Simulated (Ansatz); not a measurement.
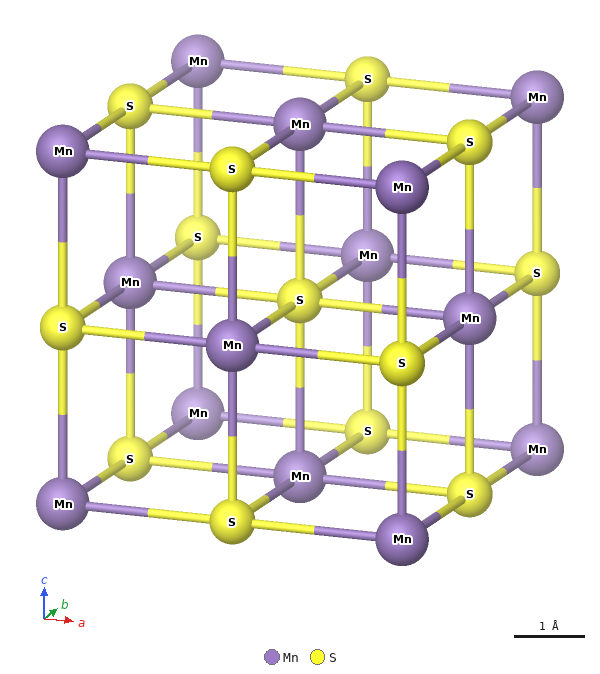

The starting point is a crystal of MnS (set up in Fm-3m). The picture is a ball-and-stick view of the conventional cell (4 times the calculation's cell), seen slightly off an axis. Lengths and directions refer to the drawn axes.

All numbers below come from Ansatz 0.2.0, DFT, PBE, PAW with Ansatz's default frozen-core files, scalar-relativistic. (plane-wave cutoff 420 eV; k-point mesh 14 × 14 × 14; occupations fermi dirac; smearing width 0.03 eV; collinear spin)

Now this is done to it. All lengths are scaled by −2.0 % (volume −5.9 %), the atoms keeping their fractional coordinates. No relaxation follows.

The input:
```yaml
crystal:
  lattice:
    - [0.0, 2.559377442, 2.559377442]
    - [2.559377442, 0.0, 2.559377442]
    - [2.559377442, 2.559377442, 0.0]
  atoms:
    - { symbol: Mn, position: [0.0, 0.0, 0.0], spin: 4.0 }
    - { symbol: S, position: [0.5, 0.5, 0.5] }
magnetization:
  spin_polarized: true
kpoints:
  mp_grid: { grid: [14, 14, 14] }
scf:
  occupations: { method: fermi_dirac, width: 0.03 }
hamiltonian:
  xc: pbe
  pseudopotentials: { kind: paw }
output:
  forces: true
  stress: true
  eigenvalues: true
  efg: { contact_densities: true }
```

What is the effect?

Some distances before and after: Mn–S 2.612 → 2.559 Å. The space group stays Fm-3m (No. 225). It lowers the energy by 14.8 meV per atom. Pressure: −3.5 GPa before, −0.8 GPa after. All forces vanish by symmetry. The absolute magnetisation per cell goes from 4.72 to 4.52 μB (net moment 4.72 and 4.52 μB).

The changed structure in the same view:

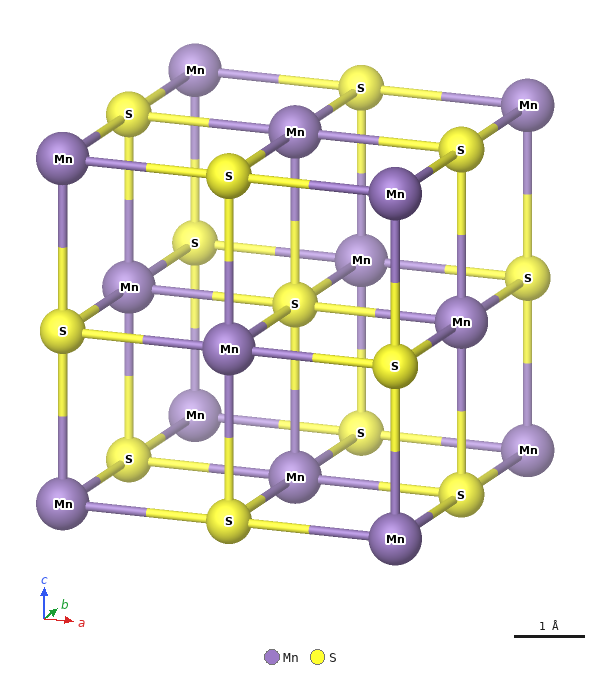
